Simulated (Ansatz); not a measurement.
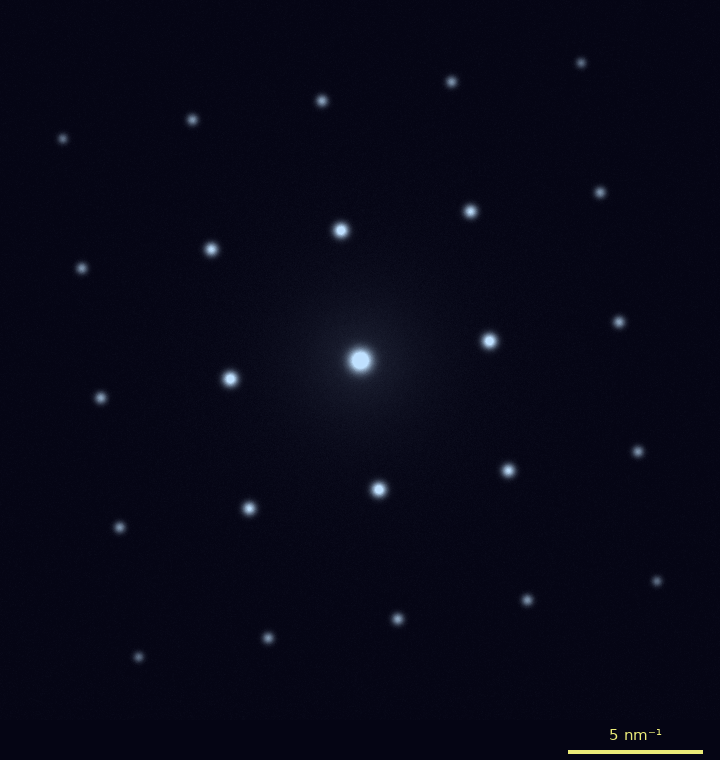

The pattern is a kinematic simulation for 100 kV electrons (no multiple scattering; isotropic B = 1 Å²).

Candidate phases (model or computed cells):
A. Cu, space group Fm-3m (No. 225), a = 3.610 Å
B. Ge, space group Fd-3m (No. 227), a = 5.76 Å
C. MoS, space group P6_3mc (No. 186), a = 3.919 Å, c = 5.358 Å (hexagonal axes)
D. Co, space group Fm-3m (No. 225), a = 3.54 Å

Identify the phase and the zone axis.

Candidate B (Ge), along [001] or an equivalent direction. The spots form a square net with both shortest vectors at d = 2.04 Å, 90.0° apart. They index as 2 -2 0 and 2 2 0; no zone of the other candidates with indices up to 3 has this net. Some points of the net are extinct or too weak to see.
